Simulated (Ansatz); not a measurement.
ScAl2

The calculation's input:

```
crystal:
  lattice:
    - [0.0, 3.7776526849, 3.7776526849]
    - [3.7776526849, 0.0, 3.7776526849]
    - [3.7776526849, 3.7776526849, 0.0]
  atoms:
    - { symbol: Sc, position: [0.5, 0.5, 0.5] }
    - { symbol: Sc, position: [0.75, 0.75, 0.75] }
    - { symbol: Al, position: [0.125, 0.125, 0.125] }
    - { symbol: Al, position: [0.625, 0.125, 0.125] }
    - { symbol: Al, position: [0.125, 0.625, 0.125] }
    - { symbol: Al, position: [0.125, 0.125, 0.625] }
basis:
  ecutwfc: 500
kpoints:
  mp_grid: { grid: [8, 8, 8] }
hamiltonian:
  xc: r2scan
scf:
  occupations: { method: gaussian, width: 0.1 }
output:
  forces: true
  stress: true
  eigenvalues: true
  write_density: true
  write_potential: true
  elf: true
  volumetric_format: npy
relax:
  adjacent_minimum: "off"
  f_tol: 0.01
  max_steps: 60
  cell: { stress_tol: 0.05 }
```

Run with:

```sh
ansatz run input.yaml --threads 1 --pin off --max-ram 2560MiB --backend cpu --events-out ev --progress --plain --runs-dir out
```

Below, planes, directions and counts refer to the conventional cell (a = 7.56 Å, b = 7.56 Å, c = 7.56 Å, α = 90.00°, β = 90.00°, γ = 90.00°).

The fields are those of the relaxed geometry.

Space group Fd-3m; a structure from a database of computed crystals, not necessarily the ambient phase.

Theory: Ansatz, DFT r2SCAN, scalar-relativistic, plane waves, PAW.

In a PAW calculation such maps are meaningful between the atoms, not at the nuclei.

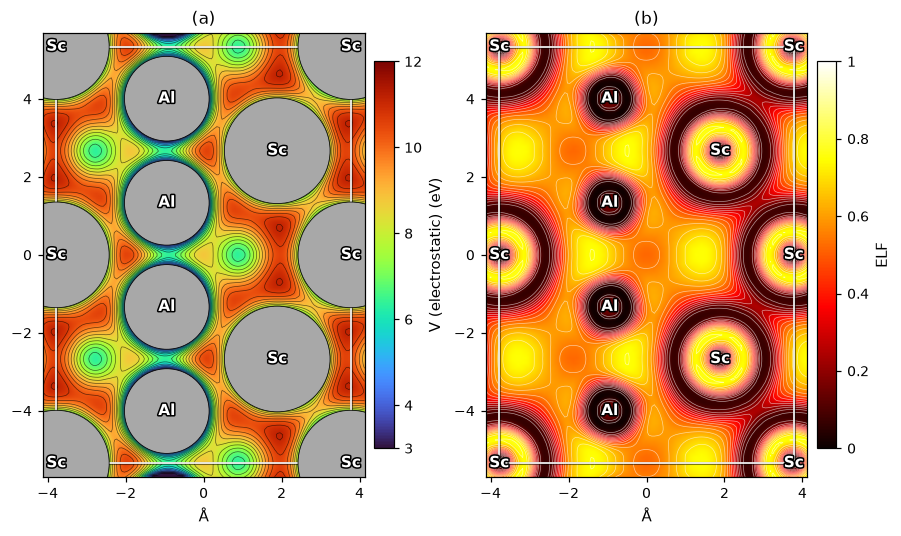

Figure 1. (a) electrostatic potential (local pseudopotential plus Hartree) felt by an electron; (b) electron localisation function on the (110) plane of the conventional cell. Grey discs cover the atomic cores in the potential map.

Read the bonding off the picture.

Answer. The section cuts through Sc and Al sites. Al–Al (2.67 Å): the ELF peaks at about 0.70 between the atoms. Sc–Al (3.13 Å): the ELF peaks at about 0.60 in the valence shell of Al, 1.1 Å from its nucleus, and is about 0.35 at the midpoint. Sc–Sc (3.27 Å): the ELF is about 0.25 at the midpoint: no shared electron pair shows on this line. The features right at Sc lie inside the PAW spheres, where the map follows smoothed inner orbitals and isn't to be read closely. Outside the cores the potential energy rises away from the atoms and is highest about 1.8 Å from the nearest atoms; its zero is arbitrary.

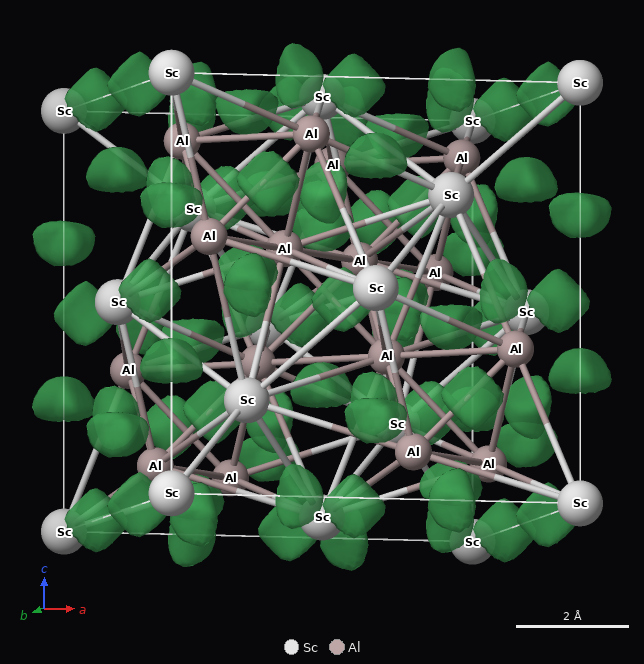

Figure 2. Isosurface of the electron localisation function at 0.7 (green), seen at an oblique angle. Core shells and regions of very low density are left out. Sticks mark near contacts.

Identify the bonds, lone pairs and shells in this picture.

Answer. At this value the surface marks out 48 pockets between the atoms, centred on no nucleus (multi-centre or interstitial), counted in one cell of 24 atoms. Regions shared between cells count once.

Metal or insulator at this level of theory?

Answer. It is gapless in this calculation (a metal or semimetal).
